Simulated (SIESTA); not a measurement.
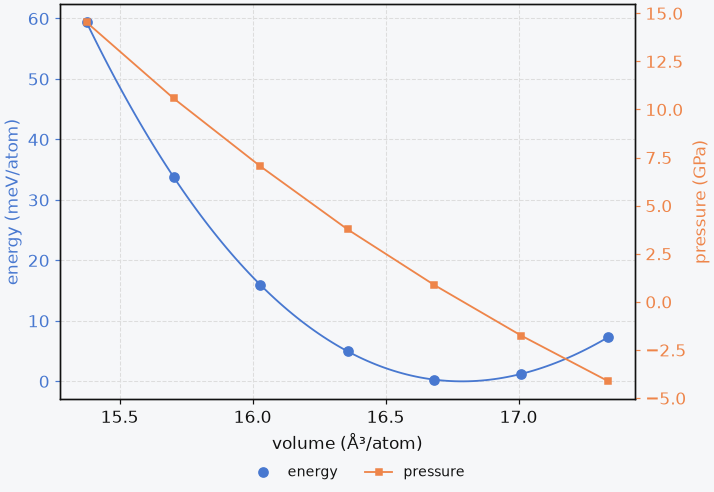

The plot gives the computed energy and pressure against volume for La₂O₃, space group P-3m1 (No. 164).

Cell as given: a = 3.931 Å, b = 3.931 Å, c = 6.112 Å, α = 90.00°, β = 90.00°, γ = 120.00°; 5 atoms.

Calculation (SIESTA 5.4.2): DFT in numerical atomic orbitals with pseudopotentials, no spin polarisation; energies at scaled volumes of the given cell, shape and fractions fixed, counted from the fit's minimum, third-order Birch-Murnaghan fit. Level: PBEsol.

k mesh 8×8×5; occupations Fermi–Dirac; smearing width 0.05 eV; potentials PseudoDojo 0.4 standard, converted to PSML, two zetas on semicore shells; program settings basis DZP, mesh cutoff 800 Ry.

### How stiff is the solid, and where is its volume at rest?

A third-order Birch–Murnaghan fit gives V0 = 16.79 Å³/atom, B0 = 138 GPa and B′ = 4.2.

### How does the pressure vary with volume?

It falls from 14.53 GPa at volume 15.38 Å³/atom to −4.13 GPa at 17.34 Å³/atom, and changes sign near 16.79 Å³/atom.

Note: mulliken charges of long orbitals; shape and atomic fractions are frozen while scaling, which makes layered, chain and framework solids too stiff.
